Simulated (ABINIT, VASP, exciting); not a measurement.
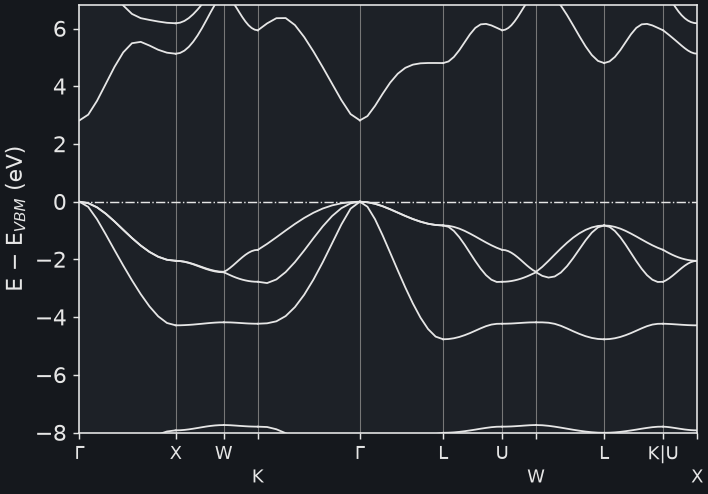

Band structure. Energies are counted from the top of the valence band.

Question: Which system does the plot belong to?
A. fcc Ir, space group Fm-3m (No. 225), 1 atom in the primitive cell (cubic a = 3.831 Å); BLYP
B. rocksalt PbTe, space group Fm-3m (No. 225), 2 atoms in the primitive cell (cubic a = 6.462 Å); TB-mBJ
C. zincblende CdS, space group F-43m, 2 atoms in the primitive cell (cubic a = 5.833 Å); PBE0

Answer: C. The bands leave a gap. The gap along this path is 2.82 eV and direct: both edges lie at Γ. Three bands meet at the valence-band top at Γ: it is triply degenerate (spin aside). The direct gaps are 7.61 eV at U, 2.82 eV at Γ and 7.61 eV at K. A face-centred cubic lattice: the path Γ–X–W–K–Γ–L–U–W–L–K|U–X runs through the special points of its Brillouin zone.

Method: PBE0, VASP PAW PBE potentials, release 64 (Cd, S), no spin polarisation, no spin-orbit coupling, 6×6×6 k mesh, 520 eV cutoff, Gaussian smearing of 0.02 eV (VASP).

The PAW data sets were made with another functional. The k mesh is thin for exact exchange. The usual form of CdS is wurtzite, though both occur.
